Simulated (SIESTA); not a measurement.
# A series of single points on TiO2

System: TiO2 (P4₂/mnm, 6 atoms in the cell).
Method: Kohn-Sham DFT of a periodic cell, PBE, PseudoDojo 0.4 standard, converted to PSML, no spin polarisation (SIESTA 5.4.2).

The 7 runs differ only in the geometry, by an even scaling of the cell at fixed fractional positions. The structure derives from a Materials Project entry.

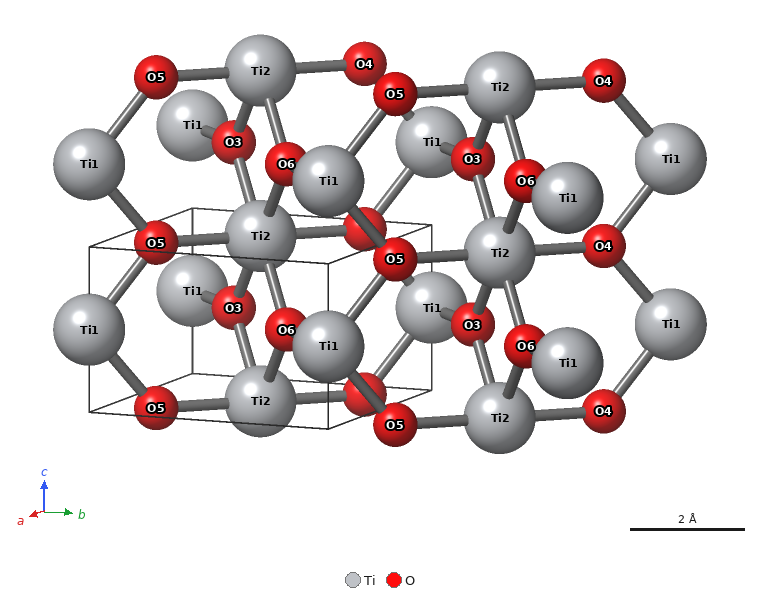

Figure 1. The structure of run 4 (ball-and-stick view of the cell of the calculation, repeated 1 × 2 × 2, seen slightly off an axis; atoms are numbered from 1 in the order of the input). An atom can appear more than once, as a periodic image.

**Input of run 4**
```
SystemName                      TiO2
SystemLabel                     TiO2
NumberOfSpecies                 2
NumberOfAtoms                   6
%block ChemicalSpeciesLabel
  1  22 Ti
  2   8 O
%endblock ChemicalSpeciesLabel

LatticeConstant                 1.0 Ang
%block LatticeVectors
     4.5998373239     0.0000000000     0.0000000000
     0.0000000000     4.5998373239     0.0000000000
     0.0000000000     0.0000000000     2.9592135600
%endblock LatticeVectors
AtomicCoordinatesFormat         Fractional
%block AtomicCoordinatesAndAtomicSpecies
     0.0000000000     0.0000000000     0.5000000000  1  Ti
     0.5000000000     0.5000000000     0.0000000000  1  Ti
     0.3043213200     0.3043213200     0.5000000000  2  O
     0.1956786800     0.8043213200     0.0000000000  2  O
     0.8043213200     0.1956786800     0.0000000000  2  O
     0.6956786800     0.6956786800     0.5000000000  2  O
%endblock AtomicCoordinatesAndAtomicSpecies

%block kgrid.MonkhorstPack
    6   0   0  0.0
    0   6   0  0.0
    0   0   9  0.0
%endblock kgrid.MonkhorstPack
XC.Functional                   GGA
XC.Authors                      PBE
PAO.BasisSize                   DZP
PAO.EnergyShift                 0.003 Ry
Mesh.Cutoff                     800 Ry
OccupationFunction              FD
ElectronicTemperature           0.05 eV
MaxSCFIterations                120
SCF.MustConverge                false
SCF.Mixer.Method                Pulay
SCF.Mixer.Weight                0.25
SCF.Mixer.History               8
SCF.DM.Tolerance                5.0e-05
SCF.H.Tolerance                 1.0e-03 eV
WriteForces                     true
Charge.Mulliken                 end
Charge.Hirshfeld                end
Charge.Voronoi                  end
SaveRho                         true
SaveElectrostaticPotential      true
%block PAO.Basis
  Ti 5
  n=3 0 2
    3.144 0.000
  n=4 0 2
    8.756 0.000
  n=3 1 2
    3.568 0.000
  n=4 1 1
    8.756
  n=3 2 2
    6.267 0.000
%endblock PAO.Basis
```

Command:
```bash
siesta < TiO2.fdf > TiO2.out 2>&1
```

Lattice vectors (Å) and fractional positions of run 4:
```
   4.599837    0.000000    0.000000
   0.000000    4.599837    0.000000
   0.000000    0.000000    2.959214
Ti  0.000000  0.000000  0.500000
Ti  0.500000  0.500000  0.000000
O   0.304321  0.304321  0.500000
O   0.195679  0.804321  0.000000
O   0.804321  0.195679  0.000000
O   0.695679  0.695679  0.500000
```

Run 2 has the same physical settings and fractional positions; its lattice vectors (Å) are:
```
   4.537670    0.000000    0.000000
   0.000000    4.537670    0.000000
   0.000000    0.000000    2.919219
```

**Results, with one run withheld**

```tsv
run	volume per atom (Å³)	free energy per atom, from the lowest run given (meV)	pressure (GPa)	gap on the mesh (eV)
1	9.809	69.16	25.32	1.89
2	10.018	?	?	?
3	10.227	20.03	12.82	1.79
4	10.435	6.94	7.40	1.75
5	10.644	0.49	2.59	1.70
6	10.853	0.00	−1.78	1.66
7	11.062	4.92	−5.70	1.62
```

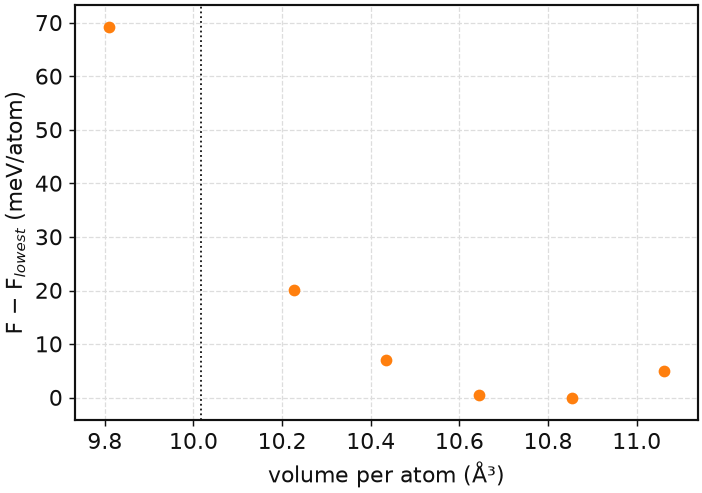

Figure 2. Free energy per atom of the runs given; the dotted line marks run 2.

Fit the runs given and predict run 2.

A cubic polynomial in V^(−2/3) (the Birch–Murnaghan form), fitted to the 6 runs given, misses them by at most 0.02 meV per atom. With x = V^(−2/3) − 0.20866 Å⁻², it reads F = 4.5795 + 2857.7 x + 4.036e+05 x² + 2.9292e+05 x³ (meV per atom). At run 2 it gives 40.49 meV per atom, and the run itself gives 40.53. The slope of the fit gives a pressure −dF/dV of 18.73 GPa there, and the run prints 18.74 GPa. The fit has its minimum at 10.765 Å³ per atom, where V d²F/dV² gives 223 GPa. Cell shape and fractional positions are held, so this is the stiffness under even scaling; the relaxed bulk modulus wasn't computed. The gap on the mesh goes, without turning, from 1.89 eV in run 1 to 1.62 eV in run 7; run 2 has 1.84 eV. These are gaps of this functional on this mesh, which can miss the band edges; they aren't the measured gap.

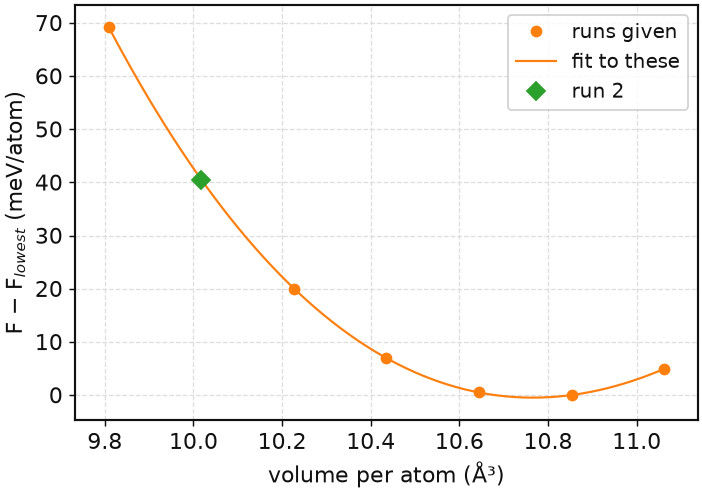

Figure 3. The fit and the withheld run.

**Some lines of the output (run 2)**
```
[...]
outcell: Cell volume (Ang**3)        :     60.1080
stepf: Fermi-Dirac step function
siesta: Etot    =     -5015.902170
siesta: FreeEng =     -5015.902170
        iscf     Eharris(eV)        E_KS(eV)     FreeEng(eV)     dDmax    Ef(eV) dHmax(eV)
siesta: E_KS(eV) =            -5037.8503
siesta: E_KS - E_eggbox =     -5037.8503
siesta: Etot    =     -5037.850277
siesta: FreeEng =     -5037.850277
siesta:         Fermi =      -7.285741
siesta: Cell volume =         60.108029 Ang**3
    Orbital volume contribution        =           4.174287 eV
```

Notes: Points of doubt noted for this run: mulliken charges of long orbitals. With a small basis of atomic orbitals these values can differ much from converged plane-wave results.
